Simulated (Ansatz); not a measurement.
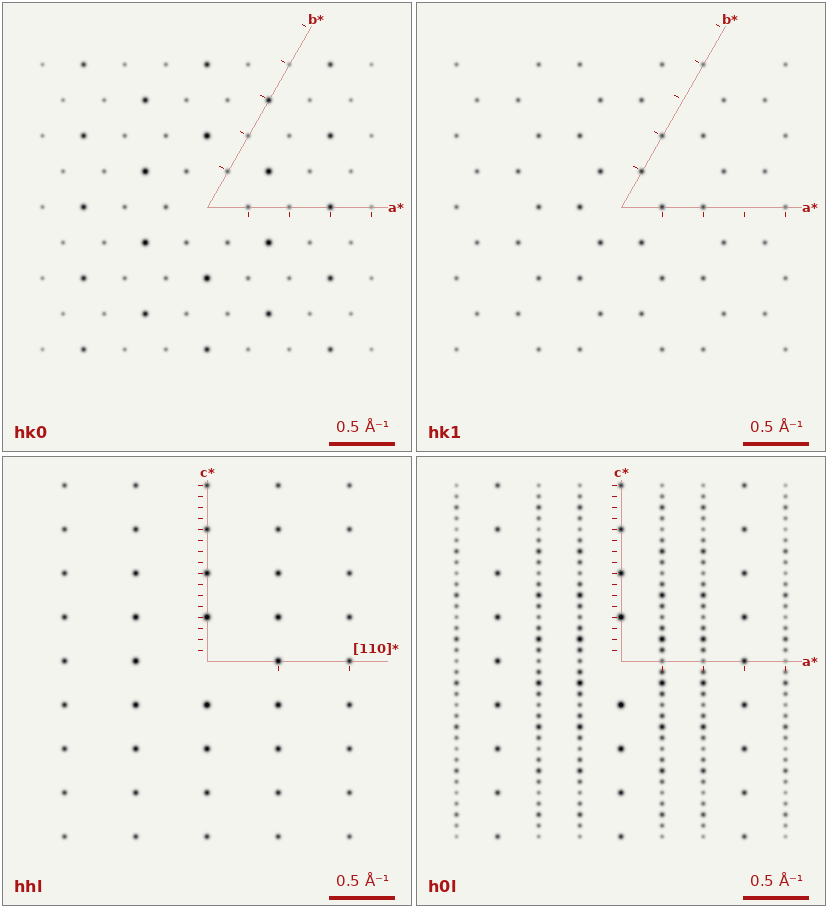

Four undistorted layers of reciprocal space, calculated for a single crystal (X-rays, kinematic |F|², B = 0.5 Å²). Tick marks count the reciprocal lattice steps of the conventional cell along each axis.

The compound is Gd. Structure: the end point of a relaxation at fixed volume with DFT r2SCAN, scalar-relativistic, plane waves, PAW in Ansatz; the starting structure was generated, so it need not be a known form of this composition.

**What cell do the layers give?**

a* = 0.321, b* = 0.321, c* = 0.086 Å⁻¹, γ* = 60°; the cell is hexagonal with a = 3.60 Å, c = 11.68 Å (hexagonal axes).

**List the systematic absences.**

Reflections are present only under these conditions. hkl: no condition; hk0: no condition; h0l: no condition; hhl: l = 2n; 00l: l = 2n. The lattice is primitive (P). Further gaps, such as 0 3 1, 3 0 1, 3 0 3, come from atoms on special positions, not from the group's general conditions. A few very weak reflections are below the display threshold.

**Which space groups fit?**

The intensities have Laue symmetry 6/mmm (the hk0 layer shows 6mm, hk1 shows 6mm). With these conditions the candidates are P6_3mc (No. 186), P-62c (No. 190), P6_3/mmc (No. 194). Diffraction geometry alone does not choose among them; the structure has P6_3/mmc.
